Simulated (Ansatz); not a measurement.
## Geometry relaxation, with input and output: Ta (part 3 of 4)

Continued. System: Ta (slab, 26 atoms in the cell). Method: DFT PBE, scalar-relativistic, plane waves, PAW, no spin polarisation (Ansatz 0.2.0); cutoff 420 eV, 2×10×1 k-mesh, Gaussian smearing of 0.1 eV. The structure derives from an entry of the Crystallography Open Database. The input holds or restrains some coordinates. Forces given for the steps count only the free coordinates. It belongs to a series of runs on one base structure; here: stripe over 2 of 6 cells, two steps.

Output, continued
```
  k-point 11: bands = ["-63.3305", "-63.3272", "-63.2748", "-63.2748", "-63.2500", "-63.2467", "-63.0667", "-63.0316", "-63.0315", "-62.6259", "-62.6183", "-62.5462", "-62.5462", "-62.4353", "-62.4073", "-62.4071", "-62.2679", "-62.2674", "-62.2545", "-62.2182", "-62.2152", "-62.1915", "-62.1880", "-62.1394", "-62.1394", "-61.9194", "-29.9464", "-29.9383", "-29.9344", "-29.9184", "-29.8950", "-29.8915", "-29.8892", "-29.8692", "-29.8656", "-29.8581", "-29.8397", "-29.8272", "-29.8029", "-29.7802",
      "-29.7748", "-29.7698", "-29.7521", "-29.7474", "-29.7330", "-29.7295", "-29.7281", "-29.6905", "-29.6848", "-29.6662", "-29.6170", "-29.5790", "-29.5162", "-29.5148", "-29.4991", "-29.4868", "-29.4737", "-29.4609", "-29.3024", "-29.2976", "-29.1789", "-29.1428", "-29.1372", "-29.1011", "-29.0992", "-29.0771", "-29.0742", "-29.0720", "-29.0415", "-29.0313", "-29.0303", "-29.0107", "-28.9903", "-28.9138", "-28.9047", "-28.8839", "-28.8836", "-28.8655", "-28.8502", "-28.7908",
      "-28.7792", "-28.7635", "-28.7531", "-28.7134", "-28.7030", "-28.6955", "-28.6420", "-28.6277", "-28.5979", "-28.5917", "-28.5647", "-28.5508", "-28.5483", "-28.5371", "-28.5328", "-28.5139", "-28.5079", "-28.4753", "-28.4698", "-28.4659", "-28.4637", "-28.3110", "-28.3019", "-28.2340", "0.8043", "0.8213", "0.8553", "0.9063", "1.1259", "1.1705", "1.1927", "1.2325", "1.2985", "1.4431", "1.4559", "1.4637", "1.4993", "1.6310", "1.6520", "1.6680",
      "2.0306", "2.1177", "2.1253", "2.2120", "2.2464", "2.5397", "2.6596", "2.8674", "2.9022", "3.0756", "3.0827", "3.0939", "3.1065", "3.1178", "3.1627", "3.2888", "3.3097", "3.3429", "3.3699", "3.4082", "3.4407", "3.4778", "3.4847", "3.4873", "3.4950", "3.5132", "3.5195", "3.5233", "3.5575", "3.5640", "3.6247", "3.6392", "3.7112", "3.8696", "3.9696", "4.1666", "4.1868", "4.2580", "4.2640", "4.4006",
      "4.4118", "4.4644", "4.5408", "4.5515", "4.7117", "4.7481", "4.7593", "4.9413", "5.0045", "5.1433", "5.1590", "5.3032", "5.3048", "5.3304", "5.3944", "5.5292", "5.5424", "5.5826", "5.7224", "5.7589", "5.8905", "6.0871", "6.0896", "6.1512", "6.1598", "6.3594", "6.4221", "6.5296", "6.7714", "6.8542", "6.9250", "6.9909", "6.9989", "7.0002", "7.0624", "7.0947", "7.1107", "7.1752", "7.2615", "7.3011",
      "7.3418", "7.3504", "7.3786"]
--- Relaxed structure (6 steps of the walk, 6 accepted, 0 SCFs on fresh bases) ---
  F+E_penalty+E_count = -258215.73803361 eV   max|allowed force component| = 1.486e-2 eV/Å
  atoms:
    - { symbol: Ta, position: [-1.6666637087530817e-11, 0.0, 0.08048255499999998] }
    - { symbol: Ta, position: [0.08333333333333333, 0.5, 0.169517445] }
    - { symbol: Ta, position: [0.16666666668333335, 0.0, 0.08048255499999998] }
    - { symbol: Ta, position: [0.2499999999833334, 0.5, 0.169517445] }
    - { symbol: Ta, position: [0.3333333333333333, 0.0, 0.08048255499999998] }
    - { symbol: Ta, position: [0.41666666668333335, 0.5, 0.169517445] }
    - { symbol: Ta, position: [0.49999999998333333, 0.0, 0.08048255499999998] }
    - { symbol: Ta, position: [0.5833333333333333, 0.5, 0.169517445] }
    - { symbol: Ta, position: [0.6666666666833333, 0.0, 0.08048255499999998] }
    - { symbol: Ta, position: [0.7499999999833332, 0.5, 0.169517445] }
    - { symbol: Ta, position: [0.8333333333333333, 0.0, 0.08048255499999998] }
    - { symbol: Ta, position: [0.9166666666833334, 0.5, 0.169517445] }
    - { symbol: Ta, position: [-0.0011708332009205092, 0.0, 0.2581461016966908] }
    - { symbol: Ta, position: [0.08333333333333333, 0.5, 0.34403488743106503] }
    - { symbol: Ta, position: [0.16783749986758723, 0.0, 0.2581461016966908] }
    - { symbol: Ta, position: [0.24873611465696735, 0.5, 0.3514684435213423] }
    - { symbol: Ta, position: [0.33273470873177086, 0.0, 0.2587105344755125] }
    - { symbol: Ta, position: [0.41364980927138156, 0.5, 0.33882927446967037] }
    - { symbol: Ta, position: [0.49943328042355467, 0.0, 0.2573398398222385] }
    - { symbol: Ta, position: [0.5833333333333333, 0.5, 0.3364752862726736] }
    - { symbol: Ta, position: [0.667233386243112, 0.0, 0.2573398398222385] }
    - { symbol: Ta, position: [0.753016857395285, 0.5, 0.33882927446967037] }
    - { symbol: Ta, position: [0.8339319579348958, 0.0, 0.2587105344755125] }
    - { symbol: Ta, position: [0.9179305520096992, 0.5, 0.3514684435213423] }
    - { symbol: Ta, position: [0.004451947295612026, 0.0, 0.42526202934360047] }
    - { symbol: Ta, position: [0.1622147193710547, 0.0, 0.42526202934360047] }
--- Löwdin populations: 26 sites ---
  site symbol       q [e]
     0     Ta     12.8935
     1     Ta     12.8938
     2     Ta     12.8935
     3     Ta     12.9077
     4     Ta     12.8763
     5     Ta     12.8460
     6     Ta     12.8694
     7     Ta     12.8441
     8     Ta     12.8694
     9     Ta     12.8460
    10     Ta     12.8763
    11     Ta     12.9077
    12     Ta     12.8206
    13     Ta     12.9473
    14     Ta     12.8206
    15     Ta     12.8660
    16     Ta     12.9180
    17     Ta     12.8711
    18     Ta     12.9338
    19     Ta     12.8682
    20     Ta     12.9338
    21     Ta     12.8711
    22     Ta     12.9180
    23     Ta     12.8660
    24     Ta     12.9861
    25     Ta     12.9861
  spilling = 0.008489 (of n_electrons = 338.000000)
```

File populations.tsv
```
# site	symbol	l	j	q
# orbitals = lowdin
# n_electrons = 338.000000
# spilling = 0.008489
0	Ta	0_5S	-	1.973703
0	Ta	0_6S	-	1.044565
0	Ta	1_5P	-	5.980326
0	Ta	2_5D	-	3.894930
1	Ta	0_5S	-	1.953210
1	Ta	0_6S	-	0.872463
1	Ta	1_5P	-	5.981863
1	Ta	2_5D	-	4.086243
2	Ta	0_5S	-	1.973703
2	Ta	0_6S	-	1.044565
2	Ta	1_5P	-	5.980326
2	Ta	2_5D	-	3.894930
3	Ta	0_5S	-	1.952429
3	Ta	0_6S	-	0.874982
3	Ta	1_5P	-	5.980177
3	Ta	2_5D	-	4.100110
4	Ta	0_5S	-	1.973642
4	Ta	0_6S	-	1.039576
4	Ta	1_5P	-	5.980506
4	Ta	2_5D	-	3.882596
5	Ta	0_5S	-	1.952530
5	Ta	0_6S	-	0.866903
5	Ta	1_5P	-	5.982277
5	Ta	2_5D	-	4.044299
6	Ta	0_5S	-	1.973613
6	Ta	0_6S	-	1.035792
6	Ta	1_5P	-	5.980637
6	Ta	2_5D	-	3.879376
7	Ta	0_5S	-	1.952439
7	Ta	0_6S	-	0.861295
7	Ta	1_5P	-	5.982458
7	Ta	2_5D	-	4.047860
8	Ta	0_5S	-	1.973613
8	Ta	0_6S	-	1.035792
8	Ta	1_5P	-	5.980637
8	Ta	2_5D	-	3.879376
9	Ta	0_5S	-	1.952530
9	Ta	0_6S	-	0.866903
9	Ta	1_5P	-	5.982277
9	Ta	2_5D	-	4.044299
10	Ta	0_5S	-	1.973642
10	Ta	0_6S	-	1.039576
10	Ta	1_5P	-	5.980506
10	Ta	2_5D	-	3.882596
11	Ta	0_5S	-	1.952429
11	Ta	0_6S	-	0.874982
11	Ta	1_5P	-	5.980177
11	Ta	2_5D	-	4.100110
12	Ta	0_5S	-	1.950975
12	Ta	0_6S	-	0.846717
12	Ta	1_5P	-	5.982408
12	Ta	2_5D	-	4.040490
13	Ta	0_5S	-	1.944944
13	Ta	0_6S	-	0.855546
13	Ta	1_5P	-	5.974416
13	Ta	2_5D	-	4.172347
14	Ta	0_5S	-	1.950975
14	Ta	0_6S	-	0.846717
14	Ta	1_5P	-	5.982408
14	Ta	2_5D	-	4.040490
15	Ta	0_5S	-	1.960789
15	Ta	0_6S	-	0.934301
15	Ta	1_5P	-	5.979393
15	Ta	2_5D	-	3.991542
16	Ta	0_5S	-	1.950463
16	Ta	0_6S	-	0.864669
16	Ta	1_5P	-	5.978865
16	Ta	2_5D	-	4.124012
17	Ta	0_5S	-	1.967853
17	Ta	0_6S	-	1.014324
17	Ta	1_5P	-	5.976131
17	Ta	2_5D	-	3.912828
18	Ta	0_5S	-	1.948828
18	Ta	0_6S	-	0.856752
18	Ta	1_5P	-	5.977257
18	Ta	2_5D	-	4.150969
19	Ta	0_5S	-	1.967535
19	Ta	0_6S	-	1.011018
19	Ta	1_5P	-	5.975808
19	Ta	2_5D	-	3.913815
20	Ta	0_5S	-	1.948828
20	Ta	0_6S	-	0.856752
20	Ta	1_5P	-	5.977257
20	Ta	2_5D	-	4.150969
21	Ta	0_5S	-	1.967853
21	Ta	0_6S	-	1.014324
21	Ta	1_5P	-	5.976131
21	Ta	2_5D	-	3.912828
22	Ta	0_5S	-	1.950463
22	Ta	0_6S	-	0.864669
22	Ta	1_5P	-	5.978865
22	Ta	2_5D	-	4.124012
23	Ta	0_5S	-	1.960789
23	Ta	0_6S	-	0.934301
23	Ta	1_5P	-	5.979393
23	Ta	2_5D	-	3.991542
24	Ta	0_5S	-	1.965883
24	Ta	0_6S	-	1.036505
24	Ta	1_5P	-	5.971472
24	Ta	2_5D	-	4.012277
25	Ta	0_5S	-	1.965883
25	Ta	0_6S	-	1.036505
25	Ta	1_5P	-	5.971472
25	Ta	2_5D	-	4.012277
```

Trajectory as extended XYZ (Å, eV, eV/Å), 6 frames, from step=1 to step=6
```
26
Lattice="19.9127 0.0000 0.0000 0.0000 3.3188 0.0000 0.0000 0.0000 18.6376" Properties=species:S:1:pos:R:3:forces:R:3 step=1 energy=-258215.02748
Ta    0.0000    0.0000    1.5000    0.0082   0.0000   1.2936
Ta    1.6594    1.6594    3.1594    0.0000   0.0000  -1.2179
Ta    3.3188    0.0000    1.5000   -0.0082   0.0000   1.2936
Ta    4.9782    1.6594    3.1594    0.0376   0.0000  -1.1409
Ta    6.6376    0.0000    1.5000   -0.0593   0.0000   1.1074
Ta    8.2970    1.6594    3.1594    0.1289   0.0000  -0.6997
Ta    9.9564    0.0000    1.5000   -0.0494   0.0000   1.0104
Ta   11.6158    1.6594    3.1594    0.0000   0.0000  -0.6134
Ta   13.2752    0.0000    1.5000    0.0494   0.0000   1.0104
Ta   14.9346    1.6594    3.1594   -0.1289   0.0000  -0.6997
Ta   16.5939    0.0000    1.5000    0.0593   0.0000   1.1074
Ta   18.2533    1.6594    3.1594   -0.0376   0.0000  -1.1409
Ta    0.0000    0.0000    4.8188   -0.0957   0.0000   0.0236
Ta    1.6594    1.6594    6.4782    0.0000   0.0000   1.1926
Ta    3.3188    0.0000    4.8188    0.0957   0.0000   0.0236
Ta    4.9782    1.6594    6.4782   -0.4053   0.0000   0.9456
Ta    6.6376    0.0000    4.8188    0.3783   0.0000   0.3389
Ta    8.2970    1.6594    6.4782   -0.0059   0.0000  -0.9834
Ta    9.9564    0.0000    4.8188    0.0183   0.0000   0.5665
Ta   11.6158    1.6594    6.4782    0.0000   0.0000  -1.0035
Ta   13.2752    0.0000    4.8188   -0.0183   0.0000   0.5665
Ta   14.9346    1.6594    6.4782    0.0059   0.0000  -0.9834
Ta   16.5939    0.0000    4.8188   -0.3783   0.0000   0.3389
Ta   18.2533    1.6594    6.4782    0.4053   0.0000   0.9456
Ta    0.0000    0.0000    8.1376    0.4032   0.0000  -1.6407
Ta    3.3188    0.0000    8.1376   -0.4032   0.0000  -1.6407
26
Lattice="19.9127 0.0000 0.0000 0.0000 3.3188 0.0000 0.0000 0.0000 18.6376" Properties=species:S:1:pos:R:3:forces:R:3 step=2 energy=-258215.59522
Ta    0.0000    0.0000    1.5000    0.0362   0.0000   1.4348
Ta    1.6594    1.6594    3.1594    0.0000   0.0000  -1.2814
Ta    3.3188    0.0000    1.5000   -0.0362   0.0000   1.4348
Ta    4.9782    1.6594    3.1594    0.1880   0.0000  -1.0472
Ta    6.6376    0.0000    1.5000   -0.1539   0.0000   1.0980
Ta    8.2970    1.6594    3.1594    0.2341   0.0000  -0.4911
Ta    9.9564    0.0000    1.5000   -0.0954   0.0000   0.8512
Ta   11.6158    1.6594    3.1594    0.0000   0.0000  -0.3676
Ta   13.2752    0.0000    1.5000    0.0954   0.0000   0.8512
Ta   14.9346    1.6594    3.1594   -0.2341   0.0000  -0.4911
Ta   16.5939    0.0000    1.5000    0.1539   0.0000   1.0980
Ta   18.2533    1.6594    3.1594   -0.1880   0.0000  -1.0472
Ta   -0.0121    0.0000    4.8281    0.0692   0.0000   0.1746
Ta    1.6594    1.6594    6.5529    0.0000   0.0000  -1.4438
Ta    3.3309    0.0000    4.8281   -0.0692   0.0000   0.1746
Ta    4.9534    1.6594    6.5766    0.1554   0.0000  -0.2840
Ta    6.6597    0.0000    4.8541   -0.2030   0.0000  -0.1066
Ta    8.2990    1.6594    6.3591   -0.1825   0.0000  -0.0395
Ta    9.9583    0.0000    4.8511    0.0141   0.0000  -0.4387
Ta   11.6158    1.6594    6.3532    0.0000   0.0000  -0.1163
Ta   13.2732    0.0000    4.8511   -0.0141   0.0000  -0.4387
Ta   14.9325    1.6594    6.3591    0.1825   0.0000  -0.0395
Ta   16.5719    0.0000    4.8541    0.2030   0.0000  -0.1066
Ta   18.2782    1.6594    6.5766   -0.1554   0.0000  -0.2840
Ta    0.0573    0.0000    7.9501   -0.2166   0.0000   0.4529
Ta    3.2615    0.0000    7.9501    0.2166   0.0000   0.4529
26
Lattice="19.9127 0.0000 0.0000 0.0000 3.3188 0.0000 0.0000 0.0000 18.6376" Properties=species:S:1:pos:R:3:forces:R:3 step=3 energy=-258215.71174
Ta    0.0000    0.0000    1.5000    0.0185   0.0000   1.3624
Ta    1.6594    1.6594    3.1594    0.0000   0.0000  -1.7591
Ta    3.3188    0.0000    1.5000   -0.0185   0.0000   1.3624
Ta    4.9782    1.6594    3.1594    0.1433   0.0000  -1.5004
Ta    6.6376    0.0000    1.5000   -0.1775   0.0000   1.0577
Ta    8.2970    1.6594    3.1594    0.0867   0.0000  -0.9363
Ta    9.9564    0.0000    1.5000   -0.1163   0.0000   0.7683
Ta   11.6158    1.6594    3.1594    0.0000   0.0000  -0.8613
Ta   13.2752    0.0000    1.5000    0.1163   0.0000   0.7683
Ta   14.9346    1.6594    3.1594   -0.0867   0.0000  -0.9363
Ta   16.5939    0.0000    1.5000    0.1775   0.0000   1.0577
Ta   18.2533    1.6594    3.1594   -0.1433   0.0000  -1.5004
Ta   -0.0262    0.0000    4.7930    0.0130   0.0000  -0.0892
Ta    1.6594    1.6594    6.3589    0.0000   0.0000   0.3290
Ta    3.3450    0.0000    4.7930   -0.0130   0.0000  -0.0892
Ta    4.9659    1.6594    6.5093   -0.0007   0.0000   0.1496
Ta    6.6231    0.0000    4.8039    0.1629   0.0000   0.1049
Ta    8.2698    1.6594    6.2911   -0.0970   0.0000   0.0251
Ta    9.9436    0.0000    4.7732    0.0941   0.0000   0.1532
Ta   11.6158    1.6594    6.2610    0.0000   0.0000  -0.0097
Ta   13.2879    0.0000    4.7732   -0.0941   0.0000   0.1532
Ta   14.9617    1.6594    6.2911    0.0970   0.0000   0.0251
Ta   16.6084    0.0000    4.8039   -0.1629   0.0000   0.1049
Ta   18.2656    1.6594    6.5093    0.0007   0.0000   0.1496
Ta    0.0783    0.0000    7.8727    0.0675   0.0000   0.0522
Ta    3.2405    0.0000    7.8727   -0.0675   0.0000   0.0522
26
Lattice="19.9127 0.0000 0.0000 0.0000 3.3188 0.0000 0.0000 0.0000 18.6376" Properties=species:S:1:pos:R:3:forces:R:3 step=4 energy=-258215.71859
Ta    0.0000    0.0000    1.5000    0.0111   0.0000   1.3735
Ta    1.6594    1.6594    3.1594    0.0000   0.0000  -1.6977
Ta    3.3188    0.0000    1.5000   -0.0111   0.0000   1.3735
Ta    4.9782    1.6594    3.1594    0.1219   0.0000  -1.4291
Ta    6.6376    0.0000    1.5000   -0.1591   0.0000   1.0570
Ta    8.2970    1.6594    3.1594    0.1230   0.0000  -0.8323
Ta    9.9564    0.0000    1.5000   -0.1287   0.0000   0.8064
Ta   11.6158    1.6594    3.1594    0.0000   0.0000  -0.7364
Ta   13.2752    0.0000    1.5000    0.1287   0.0000   0.8064
Ta   14.9346    1.6594    3.1594   -0.1230   0.0000  -0.8323
Ta   16.5939    0.0000    1.5000    0.1591   0.0000   1.0570
Ta   18.2533    1.6594    3.1594   -0.1219   0.0000  -1.4291
Ta   -0.0244    0.0000    4.7964   -0.0956   0.0000   0.1055
Ta    1.6594    1.6594    6.3767    0.0000   0.0000   0.0409
Ta    3.3432    0.0000    4.7964    0.0956   0.0000   0.1055
Ta    4.9277    1.6594    6.5633    0.0049   0.0000  -0.0603
Ta    6.6182    0.0000    4.8152   -0.0288   0.0000   0.0825
Ta    8.2162    1.6594    6.3067    0.0605   0.0000   0.0030
Ta    9.9453    0.0000    4.7888   -0.0616   0.0000   0.0763
Ta   11.6158    1.6594    6.2593    0.0000   0.0000   0.0312
Ta   13.2862    0.0000    4.7888    0.0616   0.0000   0.0763
Ta   15.0154    1.6594    6.3067   -0.0605   0.0000   0.0030
Ta   16.6134    0.0000    4.8152    0.0288   0.0000   0.0825
Ta   18.3038    1.6594    6.5633   -0.0049   0.0000  -0.0603
Ta    0.1496    0.0000    7.9319   -0.2362   0.0000  -0.0016
Ta    3.1692    0.0000    7.9319    0.2362   0.0000  -0.0016
26
Lattice="19.9127 0.0000 0.0000 0.0000 3.3188 0.0000 0.0000 0.0000 18.6376" Properties=species:S:1:pos:R:3:forces:R:3 step=5 energy=-258215.73708
Ta    0.0000    0.0000    1.5000    0.0228   0.0000   1.3845
Ta    1.6594    1.6594    3.1594    0.0000   0.0000  -1.5261
Ta    3.3188    0.0000    1.5000   -0.0228   0.0000   1.3845
Ta    4.9782    1.6594    3.1594    0.1393   0.0000  -1.3454
Ta    6.6376    0.0000    1.5000   -0.1650   0.0000   1.0629
Ta    8.2970    1.6594    3.1594    0.1301   0.0000  -0.7868
Ta    9.9564    0.0000    1.5000   -0.1271   0.0000   0.8090
Ta   11.6158    1.6594    3.1594    0.0000   0.0000  -0.6797
Ta   13.2752    0.0000    1.5000    0.1271   0.0000   0.8090
Ta   14.9346    1.6594    3.1594   -0.1301   0.0000  -0.7868
Ta   16.5939    0.0000    1.5000    0.1650   0.0000   1.0629
Ta   18.2533    1.6594    3.1594   -0.1393   0.0000  -1.3454
Ta   -0.0283    0.0000    4.8116    0.0382   0.0000   0.0070
Ta    1.6594    1.6594    6.4082    0.0000   0.0000   0.0106
Ta    3.3470    0.0000    4.8116   -0.0382   0.0000   0.0070
Ta    4.9542    1.6594    6.5531   -0.0397   0.0000   0.0162
Ta    6.6269    0.0000    4.8235    0.0122   0.0000   0.0045
Ta    8.2444    1.6594    6.3154   -0.0192   0.0000  -0.0050
Ta    9.9448    0.0000    4.7962    0.0227   0.0000   0.0051
Ta   11.6158    1.6594    6.2753    0.0000   0.0000  -0.0238
Ta   13.2867    0.0000    4.7962   -0.0227   0.0000   0.0051
Ta   14.9872    1.6594    6.3154    0.0192   0.0000  -0.0050
Ta   16.6047    0.0000    4.8235   -0.0122   0.0000   0.0045
Ta   18.2774    1.6594    6.5531    0.0397   0.0000   0.0162
Ta    0.0982    0.0000    7.9312   -0.0392   0.0000  -0.0422
Ta    3.2206    0.0000    7.9312    0.0392   0.0000  -0.0422
26
Lattice="19.9127 0.0000 0.0000 0.0000 3.3188 0.0000 0.0000 0.0000 18.6376" Properties=species:S:1:pos:R:3:forces:R:3 step=6 energy=-258215.73803
Ta    0.0000    0.0000    1.5000    0.0176   0.0000   1.3847
Ta    1.6594    1.6594    3.1594    0.0000   0.0000  -1.5390
Ta    3.3188    0.0000    1.5000   -0.0176   0.0000   1.3847
Ta    4.9782    1.6594    3.1594    0.1213   0.0000  -1.3517
Ta    6.6376    0.0000    1.5000   -0.1624   0.0000   1.0597
Ta    8.2970    1.6594    3.1594    0.1339   0.0000  -0.7938
Ta    9.9564    0.0000    1.5000   -0.1317   0.0000   0.8102
Ta   11.6158    1.6594    3.1594    0.0000   0.0000  -0.6803
Ta   13.2752    0.0000    1.5000    0.1317   0.0000   0.8102
Ta   14.9346    1.6594    3.1594   -0.1339   0.0000  -0.7938
Ta   16.5939    0.0000    1.5000    0.1624   0.0000   1.0597
Ta   18.2533    1.6594    3.1594   -0.1213   0.0000  -1.3517
Ta   -0.0233    0.0000    4.8112    0.0149   0.0000  -0.0005
Ta    1.6594    1.6594    6.4120    0.0000   0.0000  -0.0082
Ta    3.3421    0.0000    4.8112   -0.0149   0.0000  -0.0005
Ta    4.9530    1.6594    6.5505   -0.0003   0.0000  -0.0035
Ta    6.6257    0.0000    4.8217    0.0117   0.0000   0.0056
Ta    8.2369    1.6594    6.3150    0.0079   0.0000  -0.0083
Ta    9.9451    0.0000    4.7962   -0.0046   0.0000   0.0084
Ta   11.6158    1.6594    6.2711    0.0000   0.0000  -0.0037
Ta   13.2864    0.0000    4.7962    0.0046   0.0000   0.0084
Ta   14.9946    1.6594    6.3150   -0.0079   0.0000  -0.0083
Ta   16.6059    0.0000    4.8217   -0.0117   0.0000   0.0056
Ta   18.2785    1.6594    6.5505    0.0003   0.0000  -0.0035
Ta    0.0887    0.0000    7.9259    0.0012   0.0000   0.0048
Ta    3.2301    0.0000    7.9259   -0.0012   0.0000   0.0048
```

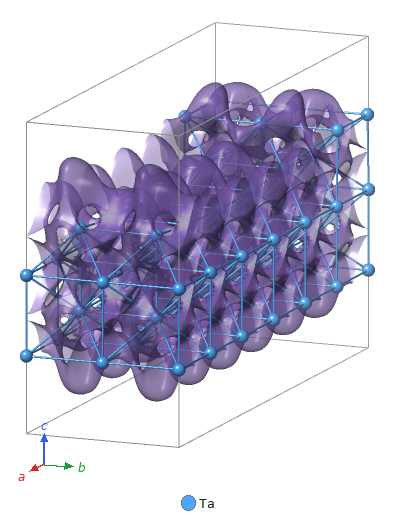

*Isosurface of the electron localisation function at 0.4 (purple), seen slightly off an axis. Core shells and regions of very low density are left out. Sticks mark near contacts.*

Profiles from the grid: Ta–Ta (2.74 Å): the ELF is about 0.30 at the midpoint (no shared electron pair). Ta–Ta (2.82 Å): the ELF is about 0.30 at the midpoint (no localised pair between them). In a PAW calculation such maps are meaningful between the atoms, not at the nuclei.
